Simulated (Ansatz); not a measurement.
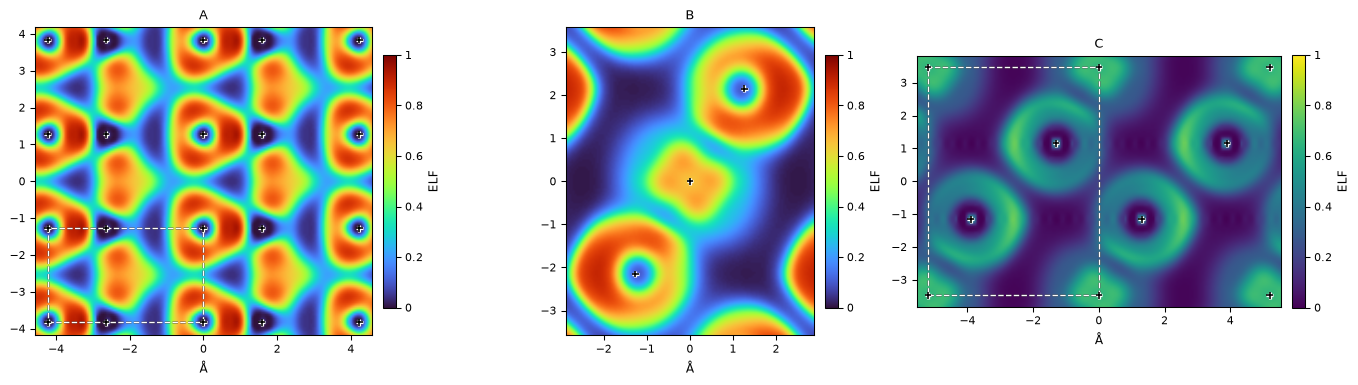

The ELF of 3 systems, each on a plane through atoms (crosses mark nuclei in the plane).

All numbers below come from Kohn-Sham DFT of a periodic cell, PBE0, Ansatz PAW in Ansatz.

System 1: Te₂Pt, the (110) plane of the conventional cell. Space group P-3m1; not relaxed (largest force 0.7 eV/Å); computed pressure about 5 GPa in this cell.

System 2: PtSe₂, the (110) plane of the conventional cell. Space group P-3m1; computed pressure about 3 GPa in this cell.

```xyz
3
Lattice="3.7240 0.0000 0.0000 -1.8620 3.2251 0.0000 0.0000 0.0000 5.0620" Properties=species:S:1:pos:R:3 pbc="T T T"
Pt    0.0000    0.0000    0.0000
Se    1.8620    1.0750    3.7965
Se    0.0000    2.1501    1.2655
```

System 3: BN, the (11̄0) plane of the conventional cell. Space group P6₃mc; a structure from a database of computed crystals, not necessarily the ambient phase; computed pressure about −9 GPa in this cell.

```
N B
1.0
     2.55394    0.00000    0.00000
    -1.27697    2.21178    0.00000
     0.00000    0.00000    4.22685
N B
2 2
Direct
  0.33333 0.66667 0.12528
  0.66667 0.33333 0.62528
  0.33333 0.66667 0.49972
  0.66667 0.33333 0.99972
```

### Match each panel to its system.

Panel A is system 3, BN: the plane holds N and B. B–N (1.58 Å): the ELF peaks at about 0.95 between the atoms: a polar covalent bond. Panel B is system 2, PtSe₂: the plane holds Pt and Se. Pt–Se (2.49 Å): the ELF is about 0.50 at the midpoint. Panel C is system 1, Te₂Pt: the plane holds Pt and Te. Te–Pt (2.66 Å): the ELF is about 0.55 at the midpoint.
